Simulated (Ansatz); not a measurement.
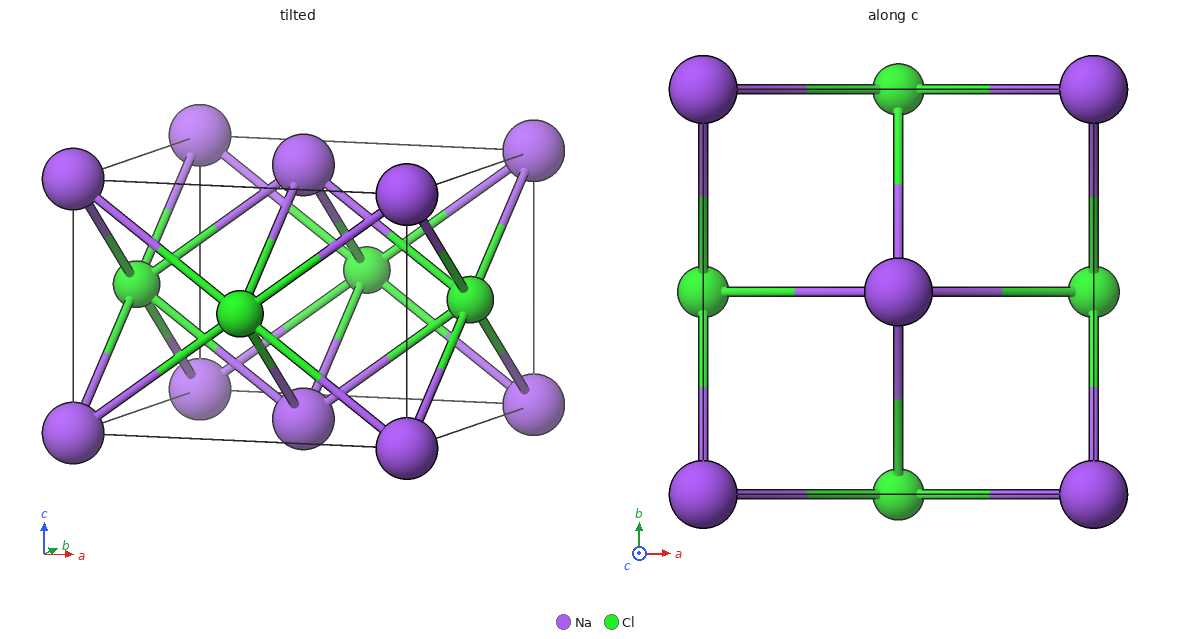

A ball-and-stick rendering, viewed slightly off an axis and along the c axis. The wireframe shows the conventional unit cell.

NaCl, space group Cmmm (No. 65), a = 4.803 Å, b = 4.982 Å, c = 3.460 Å, α = 90.00°, β = 90.00°, γ = 90.00°. Origin of the cell: a structure type filled with these elements by a generator (whether the compound takes this form wasn't checked). The cell was then strained or its atoms displaced on purpose. It was run through Ansatz as a DFT input.

This one geometry was computed with Ansatz (DFT, plane waves, PAW) at three levels of theory: r2SCAN, HSE06 and PBE. It was relaxed with r2SCAN and then strained.

How does the band gap change with the level of theory?

PBE: a gap of 4.11 eV, indirect; r2SCAN: a gap of 4.92 eV, indirect; HSE06: a gap of 5.44 eV, indirect.

Collect the results in a table.

| level | cutoff (eV) | k-mesh of the run's cell | gap (eV) | pressure (GPa) |
| --- | --- | --- | --- | --- |
| r2SCAN | 500 | 8×8×8 | 4.92 | 0.1 |
| HSE06 | 420 | 6×6×6 | 5.44 | 0.6 |
| PBE | 420 | 8×8×8 | 4.11 | 1.2 |

Gaps are taken on the k-mesh or band path of each run.
